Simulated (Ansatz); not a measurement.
## Nudged elastic band, with input and output: Si (part 1 of 3)

Si (defect cell, 17 atoms in the cell), computed with DFT PBE-D3(BJ), scalar-relativistic, plane waves, PAW, PAW set soft_1, no spin polarisation (Ansatz 0.2.0).

It belongs to a series of runs on one base structure; here: band between the two ends. Figures and captions count atoms from 1; the log counts them from 0 in places.

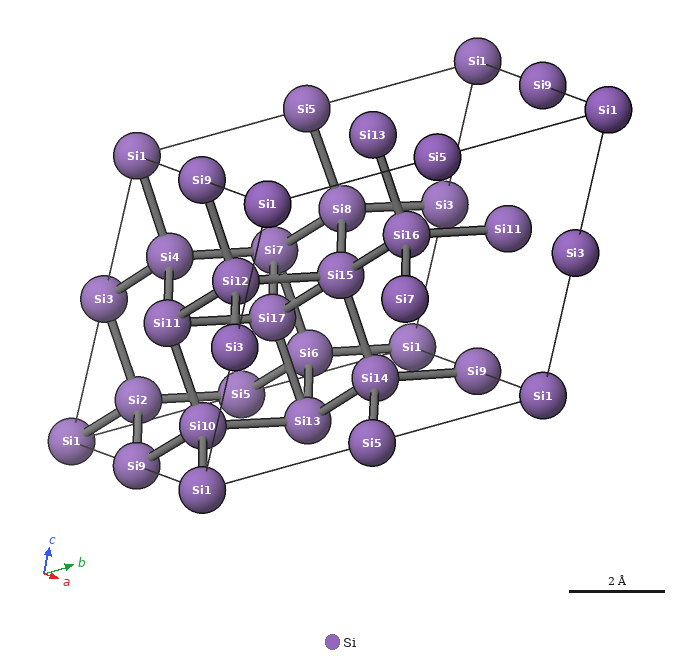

*The input geometry (ball-and-stick view of the cell of the calculation, seen slightly off an axis; atoms are numbered from 1 in the order of the input). An atom can appear more than once, as a periodic image.*

Input
```yaml
crystal:
  lattice:
    - [0.0, 5.43, 5.43]
    - [5.43, 0.0, 5.43]
    - [5.43, 5.43, 0.0]
  atoms:
    - { symbol: Si, position: [0.00073629, 0.00032625, 3.04e-05] }
    - { symbol: Si, position: [0.12506829, 0.12499838, 0.12488439] }
    - { symbol: Si, position: [0.00037214, 4.954e-05, 0.49879204] }
    - { symbol: Si, position: [0.12219238, 0.12164705, 0.62775863] }
    - { symbol: Si, position: [0.00042236, 0.498899, -0.0001602] }
    - { symbol: Si, position: [0.12217863, 0.62804703, 0.12130833] }
    - { symbol: Si, position: [-0.00633442, 0.5019152, 0.50165302] }
    - { symbol: Si, position: [0.12184798, 0.62785749, 0.62766697] }
    - { symbol: Si, position: [0.49895686, 0.00016945, -9.655e-05] }
    - { symbol: Si, position: [0.62848437, 0.12158668, 0.12126581] }
    - { symbol: Si, position: [0.50241915, -0.00711162, 0.50173865] }
    - { symbol: Si, position: [0.62807516, 0.12146149, 0.62766365] }
    - { symbol: Si, position: [0.50242896, 0.50200285, -0.00742868] }
    - { symbol: Si, position: [0.62809873, 0.62788396, 0.12116836] }
    - { symbol: Si, position: [0.50188033, 0.50153132, 0.50126775] }
    - { symbol: Si, position: [0.62504994, 0.62428994, 0.62399122] }
    - { symbol: Si, position: [0.37509345, 0.3742475, 0.3738727] }
basis:
  ecutwfc: 420.0
kpoints:
  mp_grid: { grid: [2, 2, 2] }
hamiltonian:
  xc: pbe
  dispersion: d3bj
  pseudopotentials: { kind: paw, azcp: { folder: soft_1 } }
scf:
  occupations: { method: gaussian, width: 0.02 }
  lower_state_search: "off"
neb:
  images: 5
  f_tol: 0.03
  initial_path: idpp
  max_iterations: 67
  spring: { min: 2.0, max: 10.0 }
  final_atoms:
    - { symbol: Si, position: [0.00019192, 3.867e-05, 0.00012866] }
    - { symbol: Si, position: [0.12243315, 0.12337573, 0.12310828] }
    - { symbol: Si, position: [-0.00361605, -0.00307319, 0.50325011] }
    - { symbol: Si, position: [0.12235068, 0.1227418, 0.63154473] }
    - { symbol: Si, position: [-0.0037511, 0.50348208, -0.00334639] }
    - { symbol: Si, position: [0.12231772, 0.63145728, 0.12267008] }
    - { symbol: Si, position: [-0.00337899, 0.50290618, 0.50285335] }
    - { symbol: Si, position: [0.12592344, 0.62452617, 0.62421857] }
    - { symbol: Si, position: [0.50265491, -0.00279923, -0.00293573] }
    - { symbol: Si, position: [0.63160983, 0.12270299, 0.12265874] }
    - { symbol: Si, position: [0.50254545, -0.00287262, 0.50275469] }
    - { symbol: Si, position: [0.62377524, 0.12635807, 0.62458929] }
    - { symbol: Si, position: [0.50253104, 0.50279747, -0.00295558] }
    - { symbol: Si, position: [0.62365275, 0.624773, 0.12624285] }
    - { symbol: Si, position: [0.4995178, 0.50005452, 0.49991715] }
    - { symbol: Si, position: [0.62398961, 0.62469516, 0.62456439] }
    - { symbol: Si, position: [0.24992502, 0.25007754, 0.25009989] }
  order_check: true
```

Run on 1 thread of Arm Neoverse V1, 24 GiB of memory available, shared host.

Launch command:
```bash
ansatz run input.yaml --threads 1 --pin off --max-ram 3072MiB --backend cpu --events-out ev --progress --plain --runs-dir out
```

The program's output
```
Warning: neb: disabling space-group detection — the band's intermediate images generally break the endpoint symmetry, so no spatial operation reduces the k-mesh or symmetrises the density, except that a semilocal band can use its path's symmetry ahead of convergence; time reversal is kept, so that k and −k are solved as one point where they differ and the mesh holds both, and exact exchange and, on two spinor components, a DFT+U term hold to it where the run has them: on two components no moment then forms, and a state that bears one, which a typed moment (crystal.atoms[].spin; refused beside efield: under a hybrid functional) reaches, can lie lower, under hf by electronvolts; crystal.symmetry.detect: false (a key that needs symmetry detection or time reversal refuses this as the deck is read) with time_reversal: false beside it drops time reversal too
Engine: ansatz 0.2.0, aarch64-unknown-linux-gnu
Pseudopotentials: kind: paw
Pseudopotential: Si, paw, valence charge 4, recommended cutoff 420 eV (normal), [file]
Functional definition: PBE
  parameter kappa = 0.804
  parameter beta = 0.06672455060314922
  exchange = pbe_x(kappa = kappa, mu = beta*pi^2/3)
  correlation = pbe_c(beta = beta)
NEB image 0
Crystal: 17 atoms, lattice volume = 320.206 Å³
Basis set: ecut = 420 eV, 6231 PW (Γ), exchange–correlation on 108×108×108 points (8 copies of the dense FFT grid, shifted against one another)
Bands: 51, of which v1, the nominal top of the filled ones, is band 34 counted from 1 (33 counted from 0)
Symmetry: 1 space group operations
k-points: 8
Non-local potential: Si, projectors of the file, l = 0: 2, l = 1: 2, l = 2: 1
PAW form: soft (Blöchl's): semilocal exchange-correlation on the pseudo side does not see the compensation charge
PAW one-centre angular grid: Si, 110 points (default); XC on 64 Gauss nodes
Initial density: superposition of atomic densities (chi_scale 0.1, normalization cell)
Initial wavefunctions: pseudopotential atomic-orbital guess
Functional: x = pbe(κ = 0.804, μ = 0.2195149727645171), c = pbe(β = 0.06672455060314922)
SCF iter   1: F=—  HF=-10811.808383 eV  |F-HF|=—  |Δ(HF+E_count)|=         —  Δρ=4.52e-2  dr2=6.38e0  ethr=3.10e-3  ⟨swp⟩=9.0  Hψ=2331  notcnv=0  defer=24
preconditioner: auto → Resta (q_TF=auto, 2.107 Å⁻¹)  ε∞=5.4  [insulator: Δε(μ)=0.163 eV  Ē_g=8.115 eV  σ=0.020 eV  W_gap=0.66  n_scr=58 (ndim 8)  ℏωp=17.1 eV  f_vac=0.000  D(μ)=19.28/eV (n_scr^D=180)  ε∞_Penn≈5.4]
SCF iter   2: F=—  HF=-10810.701494 eV  |F-HF|=—  |Δ(HF+E_count)|=    1.11e0  Δρ=2.61e-2  dr2=2.17e0  ethr=3.10e-3  ⟨swp⟩=1.6  Hψ=495  notcnv=0  defer=37
SCF iter   3: F=—  HF=-10810.183577 eV  |F-HF|=—  |Δ(HF+E_count)|=   5.18e-1  Δρ=2.34e-3  dr2=2.09e-2  ethr=3.10e-3  ⟨swp⟩=3.0  Hψ=674  notcnv=0  defer=37
SCF iter   4: F=—  HF=-10810.198838 eV  |F-HF|=—  |Δ(HF+E_count)|=   1.53e-2  Δρ=7.34e-4  dr2=2.47e-3  ethr=3.08e-5  ⟨swp⟩=2.9  Hψ=579  notcnv=0  defer=71
SCF iter   5: F=—  HF=-10810.201499 eV  |F-HF|=—  |Δ(HF+E_count)|=   2.66e-3  Δρ=1.25e-4  dr2=1.43e-4  ethr=3.64e-6  ⟨swp⟩=2.0  Hψ=660  notcnv=0  defer=71
SCF iter   6: F=—  HF=-10810.201550 eV  |F-HF|=—  |Δ(HF+E_count)|=   5.12e-5  Δρ=3.72e-5  dr2=1.07e-5  ethr=2.10e-7  ⟨swp⟩=2.0  Hψ=526  notcnv=0  defer=71
SCF iter   7: F=—  HF=-10810.201458 eV  |F-HF|=—  |Δ(HF+E_count)|=   9.28e-5  Δρ=8.23e-6  dr2=3.80e-7  ethr=1.57e-8  ⟨swp⟩=2.0  Hψ=559  notcnv=0  defer=71
SCF iter   8: F=-10810.201458 eV  HF=-10810.201458 eV  |F-HF|=1.65e-8  |Δ(HF+E_count)|=   3.79e-7  Δρ=2.09e-6  dr2=2.04e-8  ethr=1.47e-10  ⟨swp⟩=5.0  Hψ=1379  notcnv=0
SCF 1 converged in 8 iterations: F = -10810.201458 eV  dr2 = 2.04e-8
  greatest PAW one-centre occupation: 0.713 electrons in one spin orbital (limit 2), on the Si atom at site 16 (counted from 0), in its partial waves of l = 0
NSCF: frozen V_eff on 8 k-points
NEB image 6
SCF iter   1: F=—  HF=-10811.809610 eV  |F-HF|=—  |Δ(HF+E_count)|=         —  Δρ=4.52e-2  dr2=6.39e0  ethr=3.10e-3  ⟨swp⟩=9.4  Hψ=2342  notcnv=0  defer=23
preconditioner: auto → Resta (q_TF=auto, 2.107 Å⁻¹)  ε∞=5.4  [insulator: Δε(μ)=0.162 eV  Ē_g=8.112 eV  σ=0.020 eV  W_gap=0.65  n_scr=58 (ndim 8)  ℏωp=17.1 eV  f_vac=0.000  D(μ)=19.27/eV (n_scr^D=180)  ε∞_Penn≈5.4]
SCF iter   2: F=—  HF=-10810.701628 eV  |F-HF|=—  |Δ(HF+E_count)|=    1.11e0  Δρ=2.61e-2  dr2=2.17e0  ethr=3.10e-3  ⟨swp⟩=1.6  Hψ=491  notcnv=0  defer=43
SCF iter   3: F=—  HF=-10810.183725 eV  |F-HF|=—  |Δ(HF+E_count)|=   5.18e-1  Δρ=2.34e-3  dr2=2.10e-2  ethr=3.10e-3  ⟨swp⟩=3.0  Hψ=662  notcnv=0  defer=43
SCF iter   4: F=—  HF=-10810.198950 eV  |F-HF|=—  |Δ(HF+E_count)|=   1.52e-2  Δρ=7.33e-4  dr2=2.46e-3  ethr=3.08e-5  ⟨swp⟩=2.5  Hψ=551  notcnv=0  defer=77
SCF iter   5: F=—  HF=-10810.201605 eV  |F-HF|=—  |Δ(HF+E_count)|=   2.66e-3  Δρ=1.25e-4  dr2=1.46e-4  ethr=3.62e-6  ⟨swp⟩=2.0  Hψ=654  notcnv=0  defer=77
SCF iter   6: F=—  HF=-10810.201658 eV  |F-HF|=—  |Δ(HF+E_count)|=   5.29e-5  Δρ=3.70e-5  dr2=1.05e-5  ethr=2.14e-7  ⟨swp⟩=2.0  Hψ=520  notcnv=0  defer=77
SCF iter   7: F=—  HF=-10810.201559 eV  |F-HF|=—  |Δ(HF+E_count)|=   9.89e-5  Δρ=7.98e-6  dr2=3.89e-7  ethr=1.55e-8  ⟨swp⟩=2.0  Hψ=565  notcnv=0  defer=77
SCF iter   8: F=-10810.201560 eV  HF=-10810.201560 eV  |F-HF|=1.43e-8  |Δ(HF+E_count)|=   3.65e-7  Δρ=2.07e-6  dr2=2.13e-8  ethr=1.47e-10  ⟨swp⟩=5.0  Hψ=1358  notcnv=0
SCF 2 converged in 8 iterations: F = -10810.201560 eV  dr2 = 2.13e-8
NSCF: frozen V_eff on 8 k-points
NEB end point (image 0): max|allowed force component| = 2.777e-2 eV/Å (the criterion of neb.relax_end_points is 1.000e-2)
NEB end point (image 6): max|allowed force component| = 1.649e-2 eV/Å (the criterion of neb.relax_end_points is 1.000e-2)
NEB image 1
SCF iter   1: F=—  HF=-10811.465634 eV  |F-HF|=—  |Δ(HF+E_count)|=         —  Δρ=4.56e-2  dr2=6.44e0  ethr=3.10e-3  ⟨swp⟩=9.2  Hψ=2347  notcnv=0  defer=23
preconditioner: auto → Kerker (q_TF=auto, 2.107 Å⁻¹)  [metal: Δε(μ)=0.002 eV  Ē_g=8.096 eV  σ=0.020 eV  W_gap=0.06  n_scr=58 (ndim 8)  ℏωp=17.1 eV  f_vac=0.000  D(μ)=15.37/eV (n_scr^D=136)]
SCF iter   2: F=—  HF=-10810.451404 eV  |F-HF|=—  |Δ(HF+E_count)|=    1.01e0  Δρ=2.79e-2  dr2=2.63e0  ethr=3.10e-3  ⟨swp⟩=1.0  Hψ=472  notcnv=0  defer=36
preconditioner: auto → Resta (q_TF=auto, 2.107 Å⁻¹)  ε∞=5.5  [insulator: Δε(μ)=0.040 eV  Ē_g=8.045 eV  σ=0.020 eV  W_gap=0.84  n_scr=58 (ndim 8)  ℏωp=17.1 eV  f_vac=0.000  D(μ)=7.54/eV (n_scr^D=58)  ε∞_Penn≈5.5]
SCF iter   3: F=—  HF=-10809.796082 eV  |F-HF|=—  |Δ(HF+E_count)|=   6.55e-1  Δρ=3.24e-3  dr2=4.47e-2  ethr=3.10e-3  ⟨swp⟩=3.0  Hψ=656  notcnv=0  defer=36
SCF iter   4: F=—  HF=-10809.818475 eV  |F-HF|=—  |Δ(HF+E_count)|=   2.24e-2  Δρ=1.18e-3  dr2=1.43e-2  ethr=6.58e-5  ⟨swp⟩=3.0  Hψ=609  notcnv=0  defer=80
SCF iter   5: F=—  HF=-10809.820145 eV  |F-HF|=—  |Δ(HF+E_count)|=   1.67e-3  Δρ=3.83e-4  dr2=1.21e-3  ethr=2.11e-5  ⟨swp⟩=2.9  Hψ=564  notcnv=0  defer=80
SCF iter   6: F=—  HF=-10809.820363 eV  |F-HF|=—  |Δ(HF+E_count)|=   2.19e-4  Δρ=1.36e-4  dr2=1.48e-4  ethr=1.78e-6  ⟨swp⟩=2.0  Hψ=497  notcnv=0  defer=80
SCF iter   7: F=—  HF=-10809.820401 eV  |F-HF|=—  |Δ(HF+E_count)|=   3.76e-5  Δρ=3.82e-5  dr2=7.37e-6  ethr=2.17e-7  ⟨swp⟩=2.2  Hψ=505  notcnv=0  defer=80
SCF iter   8: F=—  HF=-10809.820318 eV  |F-HF|=—  |Δ(HF+E_count)|=   8.22e-5  Δρ=9.19e-6  dr2=5.01e-7  ethr=1.08e-8  ⟨swp⟩=2.0  Hψ=667  notcnv=0  defer=80
SCF iter   9: F=-10809.820319 eV  HF=-10809.820319 eV  |F-HF|=7.72e-9  |Δ(HF+E_count)|=   5.10e-7  Δρ=2.72e-6  dr2=5.25e-8  ethr=1.47e-10  ⟨swp⟩=5.2  Hψ=1354  notcnv=0
[...]
  greatest PAW one-centre occupation: 0.709 electrons in one spin orbital (limit 2), on the Si atom at site 16 (counted from 0), in its partial waves of l = 0
NEB image 2
preconditioner: auto → Resta (q_TF=auto, 2.107 Å⁻¹)  ε∞=5.5  [insulator: Δε(μ)=0.074 eV  Ē_g=8.107 eV  σ=0.020 eV  W_gap=0.99  n_scr=58 (ndim 8)  ℏωp=17.1 eV  f_vac=0.000  D(μ)=0.48/eV (n_scr^D=0)  ε∞_Penn≈5.5]
preconditioner: auto → Kerker (q_TF=auto, 2.107 Å⁻¹)  [metal: Δε(μ)=0.018 eV  Ē_g=8.047 eV  σ=0.020 eV  W_gap=0.47  n_scr=58 (ndim 8)  ℏωp=17.1 eV  f_vac=0.000  D(μ)=17.91/eV (n_scr^D=168)]
  greatest PAW one-centre occupation: 0.701 electrons in one spin orbital (limit 2), on the Si atom at site 16 (counted from 0), in its partial waves of l = 0
NEB image 3
preconditioner: auto → Resta (q_TF=auto, 2.107 Å⁻¹)  ε∞=5.4  [insulator: Δε(μ)=0.052 eV  Ē_g=8.117 eV  σ=0.020 eV  W_gap=0.93  n_scr=58 (ndim 8)  ℏωp=17.1 eV  f_vac=0.000  D(μ)=2.99/eV (n_scr^D=14)  ε∞_Penn≈5.4]
  greatest PAW one-centre occupation: 0.699 electrons in one spin orbital (limit 2), on the Si atom at site 16 (counted from 0), in its partial waves of l = 0
NEB image 4
preconditioner: auto → Kerker (q_TF=auto, 2.107 Å⁻¹)  [metal: Δε(μ)=0.014 eV  Ē_g=8.106 eV  σ=0.020 eV  W_gap=0.39  n_scr=58 (ndim 8)  ℏωp=17.1 eV  f_vac=0.000  D(μ)=13.04/eV (n_scr^D=112)]
preconditioner: auto → Resta (q_TF=auto, 2.107 Å⁻¹)  ε∞=5.5  [insulator: Δε(μ)=0.028 eV  Ē_g=8.057 eV  σ=0.020 eV  W_gap=0.51  n_scr=58 (ndim 8)  ℏωp=17.1 eV  f_vac=0.000  D(μ)=20.09/eV (n_scr^D=180)  ε∞_Penn≈5.5]
  greatest PAW one-centre occupation: 0.702 electrons in one spin orbital (limit 2), on the Si atom at site 16 (counted from 0), in its partial waves of l = 0
NEB image 5
preconditioner: auto → Resta (q_TF=auto, 2.107 Å⁻¹)  ε∞=5.5  [insulator: Δε(μ)=0.030 eV  Ē_g=8.096 eV  σ=0.020 eV  W_gap=0.72  n_scr=58 (ndim 8)  ℏωp=17.1 eV  f_vac=0.000  D(μ)=8.76/eV (n_scr^D=58)  ε∞_Penn≈5.5]
NEB iter   1: max|band force component| = 2.482e0 eV/Å  barrier→ = 0.9510 eV  barrier← = 0.9511 eV  Δτ_max = 0.1341 Å  (63 SCF iters)
NEB image 1
Initial density: handed on by an earlier stage of this run
Initial wavefunctions: those handed on with the density
preconditioner: auto → Kerker (q_TF=auto, 2.107 Å⁻¹)  [metal: Δε(μ)=0.016 eV  Ē_g=7.966 eV  σ=0.020 eV  W_gap=0.43  n_scr=58 (ndim 8)  ℏωp=17.1 eV  f_vac=0.000  D(μ)=13.87/eV (n_scr^D=112)]
preconditioner: auto → Resta (q_TF=auto, 2.107 Å⁻¹)  ε∞=5.6  [insulator: Δε(μ)=0.020 eV  Ē_g=7.965 eV  σ=0.020 eV  W_gap=0.51  n_scr=58 (ndim 8)  ℏωp=17.1 eV  f_vac=0.000  D(μ)=12.51/eV (n_scr^D=112)  ε∞_Penn≈5.6]
  greatest PAW one-centre occupation: 0.703 electrons in one spin orbital (limit 2), on the Si atom at site 16 (counted from 0), in its partial waves of l = 0
NEB image 2
preconditioner: auto → Kerker (q_TF=auto, 2.107 Å⁻¹)  [metal: Δε(μ)=0.017 eV  Ē_g=7.976 eV  σ=0.020 eV  W_gap=0.46  n_scr=58 (ndim 8)  ℏωp=17.1 eV  f_vac=0.000  D(μ)=11.65/eV (n_scr^D=88)]
preconditioner: auto → Resta (q_TF=auto, 2.107 Å⁻¹)  ε∞=5.6  [insulator: Δε(μ)=0.019 eV  Ē_g=7.976 eV  σ=0.020 eV  W_gap=0.51  n_scr=58 (ndim 8)  ℏωp=17.1 eV  f_vac=0.000  D(μ)=11.17/eV (n_scr^D=64)  ε∞_Penn≈5.6]
  greatest PAW one-centre occupation: 0.696 electrons in one spin orbital (limit 2), on the Si atom at site 16 (counted from 0), in its partial waves of l = 0
NEB image 3
preconditioner: auto → Resta (q_TF=auto, 2.107 Å⁻¹)  ε∞=5.6  [insulator: Δε(μ)=0.029 eV  Ē_g=7.987 eV  σ=0.020 eV  W_gap=0.70  n_scr=58 (ndim 8)  ℏωp=17.1 eV  f_vac=0.000  D(μ)=8.32/eV (n_scr^D=58)  ε∞_Penn≈5.6]
  greatest PAW one-centre occupation: 0.692 electrons in one spin orbital (limit 2), on the Si atom at site 16 (counted from 0), in its partial waves of l = 0
NEB image 4
preconditioner: auto → Resta (q_TF=auto, 2.107 Å⁻¹)  ε∞=5.6  [insulator: Δε(μ)=0.025 eV  Ē_g=7.976 eV  σ=0.020 eV  W_gap=0.62  n_scr=58 (ndim 8)  ℏωp=17.1 eV  f_vac=0.000  D(μ)=9.58/eV (n_scr^D=64)  ε∞_Penn≈5.6]
  greatest PAW one-centre occupation: 0.697 electrons in one spin orbital (limit 2), on the Si atom at site 16 (counted from 0), in its partial waves of l = 0
NEB image 5
preconditioner: auto → Kerker (q_TF=auto, 2.107 Å⁻¹)  [metal: Δε(μ)=0.005 eV  Ē_g=7.966 eV  σ=0.020 eV  W_gap=0.14  n_scr=58 (ndim 8)  ℏωp=17.1 eV  f_vac=0.000  D(μ)=14.15/eV (n_scr^D=112)]
```
